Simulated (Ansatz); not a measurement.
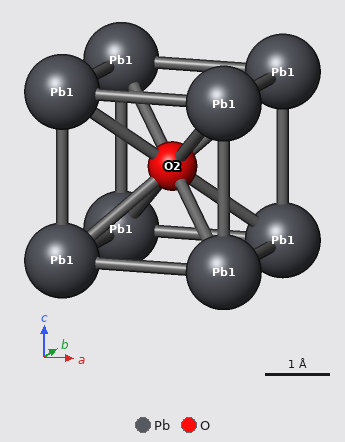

The input geometry (ball-and-stick view of the cell of the calculation, seen slightly off an axis; atoms are numbered from 1 in the order of the input). An atom can appear more than once, as a periodic image. Near neighbours in the periodic cell (some may lie outside the picture): Pb has 8 O at 2.35 Å and 6 Pb at 2.71 Å; O has 8 Pb at 2.35 Å.

**PbO: band-structure calculation**

The run: band-structure calculation of PbO (Pm-3m, 2 atoms in the cell). Method and program: DFT, PBE, PAW with Ansatz's default frozen-core files, scalar-relativistic, no spin polarisation (Ansatz 0.2.0).

Its volume is 0.60 times that of the source entry. It belongs to a series of runs on one base structure; here: volume scaled by 0.6, PAW files. Figures and captions count atoms from 1; the log counts them from 0 in places.

**Output**
```
Engine: ansatz 0.2.0, aarch64-unknown-linux-gnu
Pseudopotentials: kind: paw
Pseudopotential: Pb, paw, valence charge 14, recommended cutoff 420 eV (normal), Pb.paw.azcp
Pseudopotential: O, paw, valence charge 6, recommended cutoff 420 eV (normal), O.paw.azcp
Functional definition: PBE
  parameter kappa = 0.804
  parameter beta = 0.06672455060314922
  exchange = pbe_x(kappa = kappa, mu = beta*pi^2/3)
  correlation = pbe_c(beta = beta)
Crystal: 2 atoms, lattice volume = 19.933 Å³
Basis set: ecut = 420 eV, 389 PW (Γ), exchange–correlation on 40×40×40 points (8 copies of the dense FFT grid, shifted against one another)
Bands: 14, of which v1, the nominal top of the filled ones, is band 10 counted from 1 (9 counted from 0)
Symmetry: 48 space group operations
Space group: Pm-3m (ITA 221), of the structure as read, at distance tolerance 2.7e-5 Å
k-points: 84 of 2197
Non-local potential: Pb, projectors of the file, l = 0: 2, l = 1: 2, l = 2: 2, l = 3: 2
Non-local potential: O, projectors of the file, l = 0: 2, l = 1: 2, l = 2: 1
PAW form: soft (Blöchl's): semilocal exchange-correlation on the pseudo side does not see the compensation charge
PAW one-centre angular grid: Pb, 590 points (default); XC on 64 Gauss nodes
PAW one-centre angular grid: O, 110 points (default); XC on 64 Gauss nodes
Initial density: superposition of atomic densities (neutral atoms: chi_scale 0, normalization atom), corrected by the library's trained network
Initial wavefunctions: pseudopotential atomic-orbital guess
Functional: x = pbe(κ = 0.804, μ = 0.2195149727645171), c = pbe(β = 0.06672455060314922)
SCF iter   1: F=—  HF=-12468.543821 eV  |F-HF|=—  |Δ(HF+E_count)|=         —  Δρ=1.76e-2  dr2=7.57e-2  ethr=1.77e-3  ⟨swp⟩=6.4  Hψ=7536  notcnv=0
preconditioner: auto → none  [insulator: Δε(μ)=0.196 eV  Ē_g=21.650 eV  σ=0.050 eV  W_gap=0.57  n_scr=6 (ndim 8)  ℏωp=37.2 eV  f_vac=0.000  D(μ)=0.13/eV (n_scr^D=0)  ε∞_Penn≈4.0]
SCF iter   2: F=—  HF=-12468.523930 eV  |F-HF|=—  |Δ(HF+E_count)|=   1.99e-2  Δρ=6.59e-3  dr2=1.17e-2  ethr=3.78e-4  ⟨swp⟩=2.7  Hψ=2349  notcnv=0
SCF iter   3: F=—  HF=-12468.520280 eV  |F-HF|=—  |Δ(HF+E_count)|=   3.65e-3  Δρ=1.05e-3  dr2=1.52e-4  ethr=5.86e-5  ⟨swp⟩=2.6  Hψ=1886  notcnv=0
SCF iter   4: F=—  HF=-12468.520218 eV  |F-HF|=—  |Δ(HF+E_count)|=   6.19e-5  Δρ=2.74e-4  dr2=1.24e-5  ethr=7.60e-7  ⟨swp⟩=2.1  Hψ=1982  notcnv=0
SCF iter   5: F=—  HF=-12468.520202 eV  |F-HF|=—  |Δ(HF+E_count)|=   1.61e-5  Δρ=7.44e-5  dr2=4.51e-7  ethr=6.22e-8  ⟨swp⟩=2.1  Hψ=1941  notcnv=0
SCF iter   6: F=—  HF=-12468.520202 eV  |F-HF|=—  |Δ(HF+E_count)|=   1.74e-7  Δρ=3.13e-5  dr2=1.35e-7  ethr=5.00e-10  ⟨swp⟩=13.1  Hψ=10574  notcnv=0
SCF iter   7: F=-12468.520202 eV  HF=-12468.520202 eV  |F-HF|=1.16e-8  |Δ(HF+E_count)|=   3.81e-8  Δρ=9.63e-6  dr2=1.30e-8  ethr=5.00e-10  ⟨swp⟩=8.3  Hψ=6868  notcnv=0
SCF 1 converged in 7 iterations: F = -12468.520202 eV  dr2 = 1.30e-8
  greatest PAW one-centre occupation: 0.985 electrons in one spin orbital (limit 2), on the Pb atom at site 0 (counted from 0), in its partial waves of l = 2
```

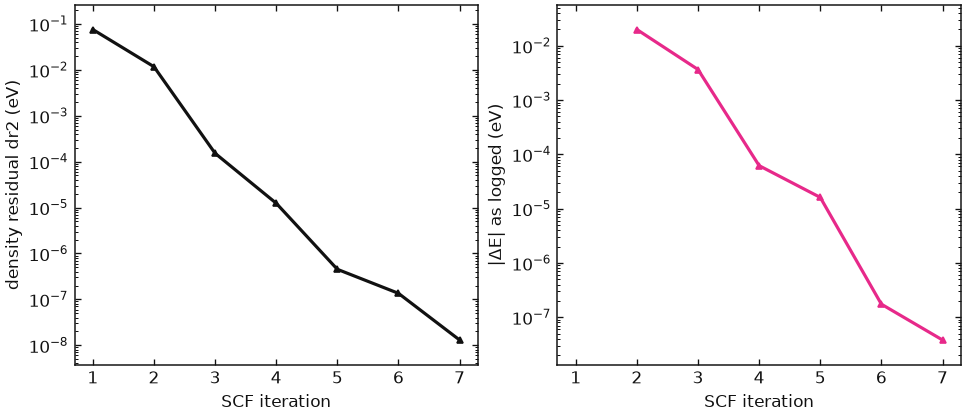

Convergence of the self-consistent field: density residual dr2 and size of the energy change against the SCF iteration. The residual falls at every step.

```
NSCF: frozen V_eff on 57 k-points
SCF converged after 7 iterations
Free energy (F): -12468.520202 eV
Harris-Foulkes:  -12468.520202 eV  (|F-HF|=1.16e-8)
Internal energy: -12468.519116 eV  (E = F + TS)
E sigma→0 (E₀):  -12468.519659 eV
Entropy (-TS):   -0.001086 eV (-0.543 meV/atom)
Fermi energy:    22.746148 eV
--- Per-component energies (eV) ---
  E_band       = 188.107875
  E_kinetic    = 488.044793
  E_local      = -676.388622  (includes V_loc(G=0)·N_el)
  E_nonlocal   = 401.328863
  E_hartree    = 291.023529
  E_xc         = -304.318574
  E_vxc        = -239.472420  (∫ρ·V_xc dr)
  E_paw        = -10562.530919  (= ΣΔE_a)
  E_vpaw       = -367.453804  (= ΣTr[D̂ρ^β])
  E_aug_tail   = 0.002539  (compensation charges beyond the density's cutoff)
  E_ewald      = -2105.680725
  E_smearing   = -0.001086  (= −TS)
  E_closure    = -0.000000  (closes the sum)
  Σ components = -12468.520202   (vs F -12468.520202, Δ=0.00e0)
--- Forces (eV/Å), atoms counted from 1 ---
  atom   1  Pb    -0.00000000     0.00000000     0.00000000
  atom   2  O      0.00000000    -0.00000000     0.00000000
  max |Σ_I F_I| component: 5.59e-30 eV/Å
--- Stress (GPa, compression-positive) ---
      158.088448       0.000000       0.000000
       -0.000000     158.088448       0.000000
       -0.000000       0.000000     158.088448
  P = ⅓ Tr σ = 158.0884 GPa (1580.884 kbar)
--- Band table (eV; the first three rows and the last of 84) ---
  k-point 0: bands = ["-0.2776", "3.2968", "3.2968", "5.6274", "5.6274", "5.6274", "14.2874", "17.7878", "17.7878", "17.7878", "33.6927", "33.6927", "35.3832", "35.3832"]
  k-point 1: bands = ["-0.1837", "3.3067", "3.3724", "5.5752", "5.5752", "5.6313", "13.8894", "17.8892", "17.8892", "18.1060", "32.8487", "33.5777", "35.2606", "35.2606"]
  k-point 2: bands = ["0.0883", "3.3342", "3.5786", "5.4338", "5.4338", "5.6423", "13.0096", "18.1717", "18.1717", "18.7854", "31.2193", "33.2615", "34.8708", "34.8708"]
  k-point 83: bands = ["3.1696", "3.7109", "3.7109", "4.3960", "6.2316", "6.2316", "17.4678", "17.8760", "17.8760", "21.0454", "22.2709", "22.2709", "24.4611", "40.1432"]
--- Löwdin populations: 2 sites ---
  site symbol       q [e]
     0     Pb     13.0066
     1      O      6.8282
  spilling = 0.008256 (of n_electrons = 20.000000)
```

**File dos.tsv**
```
# E-E_F[eV]	g_bin_mean(E)[states/eV]	N(E)
# format = ansatz-dos/2
# fermi_ev = 22.746148
# fermi_mp_grid = 13 13 13
# fermi_mp_shift = 0 0 0
# tetrahedron_fermi_ev = 22.632360
# g_bin_mean(E): the states in a bin one row spacing wide, centred on E, divided by that spacing. States that the method places at a single energy (under output.dos.method: tetrahedron, those of a tetrahedron whose four corners have one energy) are counted whole in the row whose bin holds that energy (on the edge of two bins, in the lower row). The sum of g_bin_mean over a run of rows, times the row spacing, is the number of states from half a spacing under the first of them to half a spacing over the last (a plain sum, not the trapezoid rule).
-14.000000	0.000000e0	1.200000e1
-13.800000	0.000000e0	1.200000e1
-13.600000	0.000000e0	1.200000e1
-13.400000	0.000000e0	1.200000e1
-13.200000	0.000000e0	1.200000e1
-13.000000	0.000000e0	1.200000e1
-12.800000	0.000000e0	1.200000e1
-12.600000	0.000000e0	1.200000e1
-12.400000	1.057554e-2	1.200000e1
-12.200000	2.304957e-1	1.202149e1
-12.000000	3.707835e-1	1.208421e1
-11.800000	4.447205e-1	1.216462e1
-11.600000	5.398592e-1	1.226320e1
-11.400000	6.310900e-1	1.237972e1
-11.200000	7.882051e-1	1.251918e1
-11.000000	1.166550e0	1.270270e1
-10.800000	1.344260e0	1.298787e1
-10.600000	8.135112e-1	1.319479e1
-10.400000	6.184619e-1	1.333271e1
-10.200000	5.015692e-1	1.344468e1
-10.000000	4.208272e-1	1.353577e1
-9.800000	3.478510e-1	1.361257e1
-9.600000	3.064292e-1	1.367720e1
-9.400000	2.422678e-1	1.373234e1
-9.200000	2.516146e-1	1.378031e1
-9.000000	2.540832e-1	1.383100e1
-8.800000	2.766096e-1	1.388305e1
-8.600000	2.890364e-1	1.394075e1
-8.400000	3.053469e-1	1.399972e1
-8.200000	3.303758e-1	1.406314e1
-8.000000	3.769840e-1	1.413296e1
-7.800000	4.350746e-1	1.421531e1
-7.600000	4.598896e-1	1.430408e1
-7.400000	5.388242e-1	1.440335e1
-7.200000	6.532570e-1	1.452100e1
-7.000000	7.572604e-1	1.466376e1
-6.800000	8.079536e-1	1.482081e1
-6.600000	7.356705e-1	1.497702e1
-6.400000	7.138030e-1	1.512164e1
-6.200000	6.242480e-1	1.525644e1
-6.000000	5.835784e-1	1.537578e1
-5.800000	5.599895e-1	1.549517e1
-5.600000	4.520163e-1	1.559281e1
-5.400000	4.237592e-1	1.567908e1
-5.200000	5.499875e-1	1.577544e1
-5.000000	6.167564e-1	1.588690e1
-4.800000	9.723815e-1	1.604045e1
-4.600000	1.217772e0	1.626654e1
-4.400000	1.343846e0	1.653077e1
-4.200000	1.304511e0	1.678952e1
-4.000000	1.528545e0	1.707152e1
-3.800000	1.637956e0	1.738580e1
-3.600000	1.927562e0	1.775595e1
-3.400000	1.187862e0	1.807994e1
-3.200000	5.496937e-1	1.824647e1
-3.000000	3.254567e-1	1.832038e1
-2.800000	3.683087e-1	1.838932e1
-2.600000	4.807224e-1	1.847280e1
-2.400000	5.445962e-1	1.857725e1
-2.200000	5.601018e-1	1.868713e1
-2.000000	5.370095e-1	1.879833e1
-1.800000	5.631336e-1	1.890705e1
-1.600000	5.791110e-1	1.902179e1
-1.400000	6.323614e-1	1.914162e1
-1.200000	7.512358e-1	1.927731e1
-1.000000	1.059972e0	1.944944e1
-0.800000	1.162990e0	1.971743e1
-0.600000	4.429283e-1	1.985377e1
-0.400000	2.928801e-1	1.992223e1
-0.200000	2.673784e-1	1.997883e1
0.000000	7.507840e-2	2.001317e1
0.200000	5.139207e-2	2.002203e1
0.400000	7.257606e-2	2.003495e1
0.600000	7.140809e-2	2.004908e1
0.800000	8.194014e-2	2.006439e1
1.000000	9.322192e-2	2.008189e1
1.200000	2.335490e-1	2.011635e1
1.400000	2.224911e-1	2.015966e1
1.600000	2.455694e-1	2.020670e1
1.800000	2.843444e-1	2.025980e1
2.000000	3.203391e-1	2.031952e1
2.200000	3.659599e-1	2.038813e1
2.400000	4.240338e-1	2.046669e1
2.600000	5.040890e-1	2.055906e1
2.800000	6.245965e-1	2.066887e1
3.000000	7.632554e-1	2.081395e1
3.200000	7.645734e-1	2.096526e1
3.400000	7.983465e-1	2.112052e1
3.600000	8.129256e-1	2.128356e1
3.800000	8.478790e-1	2.144796e1
4.000000	8.215823e-1	2.161761e1
4.200000	7.485447e-1	2.177533e1
4.400000	6.298398e-1	2.191460e1
4.600000	5.395900e-1	2.202914e1
4.800000	5.007236e-1	2.213223e1
5.000000	4.856948e-1	2.222998e1
5.200000	4.921259e-1	2.232789e1
5.400000	4.902231e-1	2.242698e1
5.600000	4.628056e-1	2.252187e1
5.800000	4.625685e-1	2.261436e1
6.000000	4.633480e-1	2.270691e1
6.200000	4.557490e-1	2.279955e1
6.400000	4.441215e-1	2.288831e1
6.600000	4.267555e-1	2.297708e1
6.800000	4.113435e-1	2.305984e1
7.000000	4.072123e-1	2.314171e1
7.200000	4.036876e-1	2.322320e1
7.400000	3.777388e-1	2.330114e1
7.600000	3.729213e-1	2.337597e1
7.800000	3.711518e-1	2.345037e1
8.000000	3.708194e-1	2.352447e1
```

**File rho_z.tsv**
```
# z_ang	rho[e/angstrom^3]
# format = ansatz-planar-average/11
# lattice	2.711381088	0.000000000	0.000000000
# lattice	0.000000000	2.711381088	0.000000000
# lattice	0.000000000	0.000000000	2.711381088
# sites	2
# site	82	0.000000000	0.000000000	0.000000000
# site	8	1.355690544	1.355690544	1.355690544
0.000000	1.558969e0
0.135569	1.486051e0
0.271138	1.296967e0
0.406707	1.059083e0
0.542276	8.427903e-1
0.677845	7.012806e-1
0.813414	6.691331e-1
0.948983	7.501084e-1
1.084552	8.939052e-1
1.220121	1.020294e0
1.355691	1.069076e0
1.491260	1.020294e0
1.626829	8.939052e-1
1.762398	7.501084e-1
1.897967	6.691331e-1
2.033536	7.012806e-1
2.169105	8.427903e-1
2.304674	1.059083e0
2.440243	1.296967e0
2.575812	1.486051e0
```

**File v_z.tsv**
```
# z_ang	v_es[eV]	v_tot[eV]
# format = ansatz-planar-average/11
# xc	pbe
# density_cutoff_ev	1680
# datasets	Pb=:simpson_from_first_knot:soft	O=:simpson_from_first_knot:soft
# lattice	2.711381088	0.000000000	0.000000000
# lattice	0.000000000	2.711381088	0.000000000
# lattice	0.000000000	0.000000000	2.711381088
# sites	2
# site	82	0.000000000	0.000000000	0.000000000
# site	8	1.355690544	1.355690544	1.355690544
0.000000	3.528443e0	-1.213333e1
0.135569	3.713107e0	-1.179714e1
0.271138	4.371004e0	-1.075973e1
0.406707	5.634114e0	-8.942534e0
0.542276	7.737970e0	-6.202541e0
0.677845	1.029873e1	-3.145919e0
0.813414	1.228643e1	-9.064483e-1
0.948983	1.358352e1	4.552878e-1
1.084552	1.389093e1	7.703270e-1
1.220121	1.349570e1	2.718382e-1
1.355691	1.328754e1	-4.854183e-2
1.491260	1.349570e1	2.718382e-1
1.626829	1.389093e1	7.703270e-1
1.762398	1.358352e1	4.552878e-1
1.897967	1.228643e1	-9.064483e-1
2.033536	1.029873e1	-3.145919e0
2.169105	7.737970e0	-6.202541e0
2.304674	5.634114e0	-8.942534e0
2.440243	4.371004e0	-1.075973e1
2.575812	3.713107e0	-1.179714e1
```

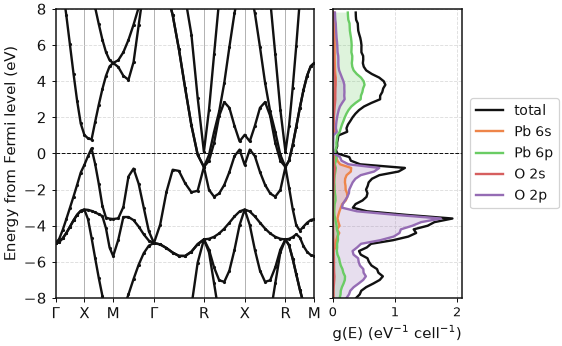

Band structure along Γ–X–M–Γ–R–X–R–M and density of states (projected on Löwdin-orthogonalised atomic shells), with energies from the Fermi level. Bands cross the Fermi level: a metal at this level of theory.

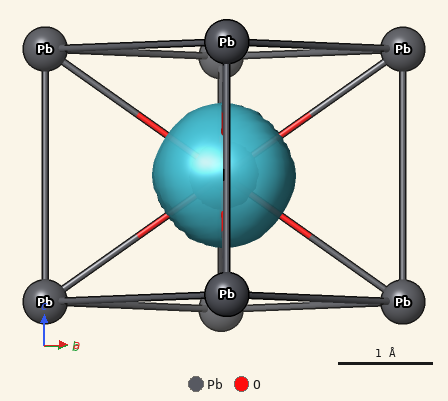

Isosurface of the ELF at 0.7 (cyan), seen at an oblique angle. Only the valence region is drawn (cores and ρ < 0.01 e/Å³ removed). Sticks mark near contacts. The outline is the cell set on symmetry axes. Profiles from the grid: Pb–O (2.35 Å): the ELF is about 0.20 at the midpoint (no shared pair; the contact is polar). Pb–Pb (2.71 Å): the ELF is about 0.20 at the midpoint (no localised pair between them). Core electrons are frozen (PAW), so the fields are smoothed inside the atomic spheres.

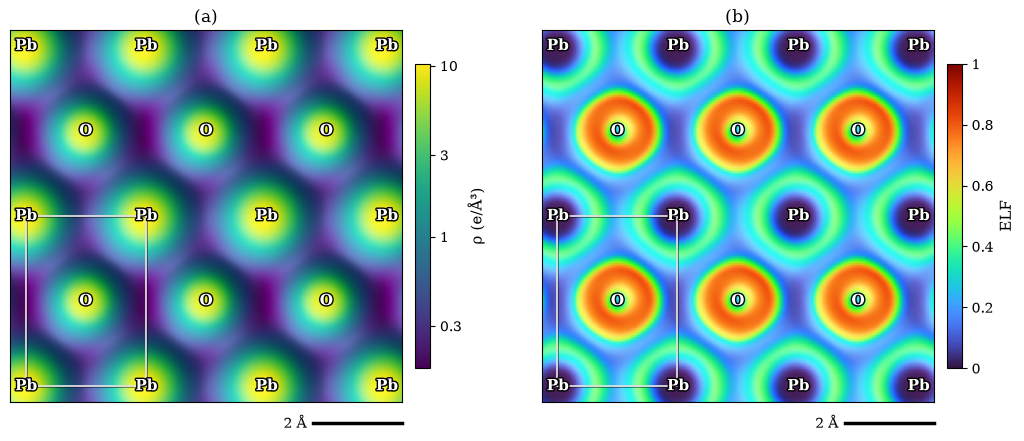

(a) valence pseudo-density; (b) electron localisation function on the (101) plane of the conventional cell. Pb–O (2.35 Å): the density is about 0.47 e/Å³ at the midpoint; the ELF is about 0.20 at the midpoint; a polar contact without a shared pair, in a metal. Pb–Pb (2.71 Å): the density is about 0.36 e/Å³ at the midpoint; the ELF is about 0.20 at the midpoint (no localised pair between them). Away from the nuclei the density in this plane falls to 0.17 e/Å³ at its lowest.

The run was set up as follows.

**Input**
```yaml
crystal:
  lattice:
    - [2.711381088, 0.0, 0.0]
    - [0.0, 2.711381088, 0.0]
    - [0.0, 0.0, 2.711381088]
  atoms:
    - { symbol: Pb, position: [0.0, 0.0, 0.0] }
    - { symbol: O, position: [0.5, 0.5, 0.5] }
kpoints:
  mp_grid: { grid: [13, 13, 13] }
  band_path:
    path:
      - [0.0, 0.0, 0.0]
      - [0.0, 0.5, 0.0]
      - [0.5, 0.5, 0.0]
      - [0.0, 0.0, 0.0]
      - [0.5, 0.5, 0.5]
      - [0.0, 0.5, 0.0]
      - [0.5, 0.5, 0.5]
      - [0.5, 0.5, 0.0]
    npoints: 8
scf:
  occupations: { method: fermi_dirac, width: 0.05 }
hamiltonian:
  xc: pbe
  pseudopotentials: { kind: paw }
output:
  forces: true
  stress: true
  eigenvalues: true
  populations: true
  dos: { projected: true, de: 0.2, e_range: [-14, 8] }
  write_density: true
  write_potential: true
  elf: true
  volumetric_format: npy
```

Launch command:
```bash
ansatz run input.yaml --threads 1 --pin off --max-ram 2048MiB --backend cpu --events-out ev --progress --plain --runs-dir out
```

**Key numbers**

```csv
quantity,value
outcome,converged
space group (tolerance 0.01 Å),Pm-3m (221)
electrons treated,20
free energy,−12468.5202 eV
Fermi energy,22.746 eV
pressure,158.09 GPa
electronic character,metal
largest force (length of the vector),under 0.001 eV/Å
hardware,"1 thread of Arm Neoverse V1, 24 GiB of memory available, shared host"
wall time,3.2 s
peak memory,0.29 GiB
```

**Notes**

Spin–orbit coupling is left out, which matters for Pb. The cell is under a pressure of 158 GPa at this level, so it is not at its equilibrium volume.
